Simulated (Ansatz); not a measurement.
NiGe$_{3}$

Input file:

```
crystal:
  lattice:
    - [0.0, 5.5597855021, 5.5597855021]
    - [5.5597855021, 0.0, 5.5597855021]
    - [5.5597855021, 5.5597855021, 0.0]
  atoms:
    - { symbol: Ni, position: [0.5, 0.5, 0.5], spin: 1.42 }
    - { symbol: Ni, position: [0.75, 0.75, 0.75], spin: 1.42 }
    - { symbol: Ge, position: [0.125, 0.125, 0.125] }
    - { symbol: Ge, position: [0.125, 0.125, 0.625] }
    - { symbol: Ge, position: [0.125, 0.625, 0.125] }
    - { symbol: Ge, position: [0.625, 0.125, 0.125] }
    - { symbol: Ge, position: [0.25, 0.25, 0.25] }
    - { symbol: Ge, position: [0.0, 0.0, 0.0] }
basis:
  ecutwfc: 420
kpoints:
  mp_grid: { grid: [6, 6, 6] }
  band_path:
    path:
      - [[0.0, 0.0, 0.0], [0.5, 0.0, 0.5], [0.625, 0.25, 0.625]]
      - [[0.375, 0.375, 0.75], [0.0, 0.0, 0.0], [0.5, 0.5, 0.5], [0.5, 0.25, 0.75], [0.5, 0.0, 0.5]]
    npoints: 14
hamiltonian:
  xc: pbe
scf:
  occupations: { method: gaussian, width: 0.1 }
  n_extra_bands: 20
output:
  forces: true
  stress: true
  eigenvalues: true
  populations: true
  dos: { projected: true, de: 0.02, nscf_kmesh: { grid: [8, 8, 8] } }
  bader: true
  write_density: true
  write_potential: true
  elf: true
  volumetric_format: npy
magnetization:
  spin_polarized: true
checkpoint:
  read: start.run
  write: ck
  compress: false
  write_wavefunctions: false
  write_every: 100000
```

Launched as:

```sh
ansatz run input.yaml --threads 1 --pin off --max-ram 2560MiB --backend cpu --events-out ev --progress --plain --runs-dir out
```

Below, planes, directions and counts refer to the conventional cell (a = 11.12 Å, b = 11.12 Å, c = 11.12 Å, α = 90.00°, β = 90.00°, γ = 90.00°).

Space group Fd-3m; a structure generated by program, which may or may not match a known phase; the program warned that a lower state may break the symmetry and this state isn't the lowest known; spin-polarised.

The calculation used Ansatz 0.2.0, DFT PBE, scalar-relativistic, plane waves, PAW.

In a PAW calculation such maps are meaningful between the atoms, not at the nuclei.

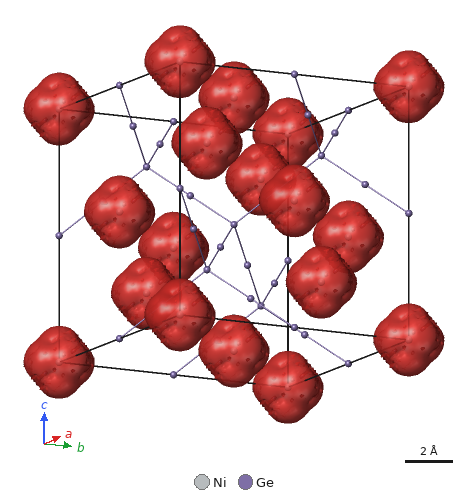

Figure 1. Isosurfaces of the magnetisation density (up minus down) at +0.008 (red) and −0.008 e/Å³ (blue), seen at an oblique angle. Sticks mark near contacts.

> Which atoms carry the moments, and with what signs?

The spin density sits on Ni: +1.3 μB (×8) in one cell of 32 atoms: parallel main moments (a ferromagnetic arrangement) in this solution. The cell of the calculation (8 atoms) carries 2.6 μB of net spin moment.

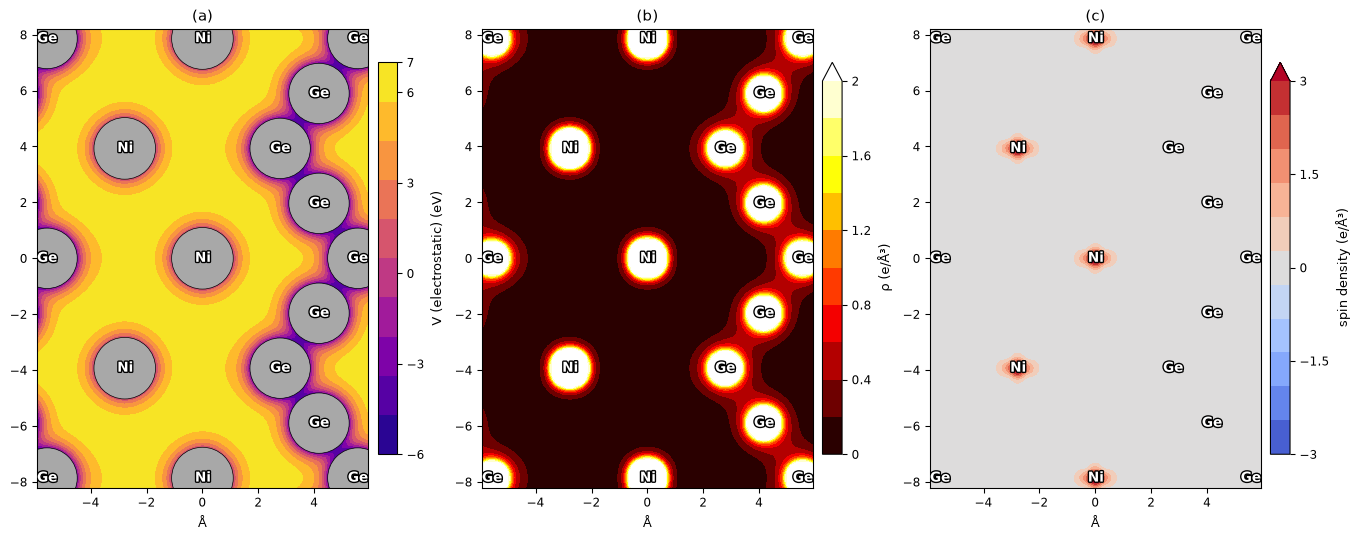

Figure 2. (a) electrostatic potential (local pseudopotential plus Hartree) felt by an electron; (b) valence electron density; (c) spin density on the (110) plane of the conventional cell. Grey discs cover the atomic cores in the potential map.

> Interpret the plot.

- The section cuts through Ni and Ge sites.
- Ge–Ge (2.41 Å): ρ at the midpoint is about 0.49 e/Å³.
- The density dies away to nearly zero in the voids.
- Outside the cores the potential energy rises away from the atoms and is highest about 2.7 Å from the nearest atoms; its zero is arbitrary.

> Metal or insulator at this level of theory?

It is gapless in this calculation (a metal or semimetal).

> Which way does charge flow, and how much by Bader's partition?

Very little charge moves. Bader charges: Ni +0.08 and Ge −0.03 e.
